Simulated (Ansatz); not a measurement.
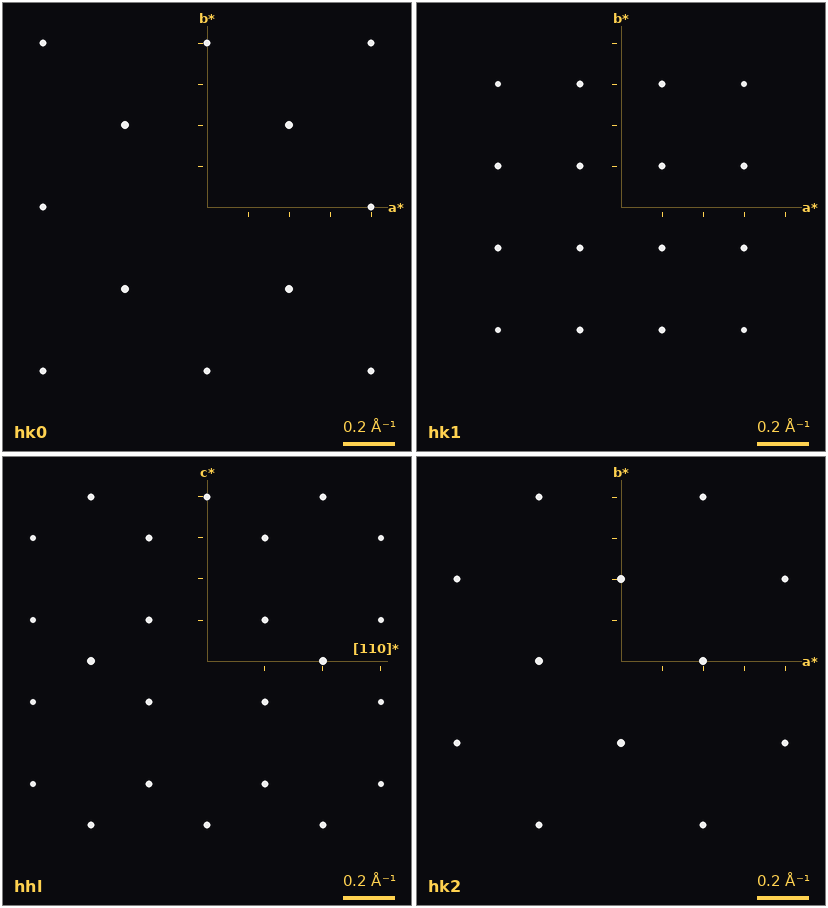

Simulated precession-type sections (X-rays; kinematic intensities, B = 0.5 Å²). The ticks mark integer indices of the conventional cell.

### What cell do the layers give?

a* = 0.162, b* = 0.162, c* = 0.162 Å⁻¹; the cell is cubic with a = 6.16 Å.

### Which reflection conditions do the layers show?

Reflections are present only under these conditions. hkl: h + k = 2n, h + l = 2n; hk0: h = 2n, h + k = 4n; hhl: h + l = 2n; h00: h = 4n. The lattice is face-centred (F). Further gaps, such as 2 2 2, 4 4 2, come from atoms on special positions, not from the group's general conditions.

### Which space groups fit?

The intensities have Laue symmetry m-3m (the hk0 layer shows 4mm, hk1 shows 4mm). With these conditions only Fd-3m (No. 227) fits. The compound is Ta. Structure: the input geometry of an electronic-structure calculation (not necessarily at equilibrium); the starting structure was generated, so it need not be a known form of this composition.
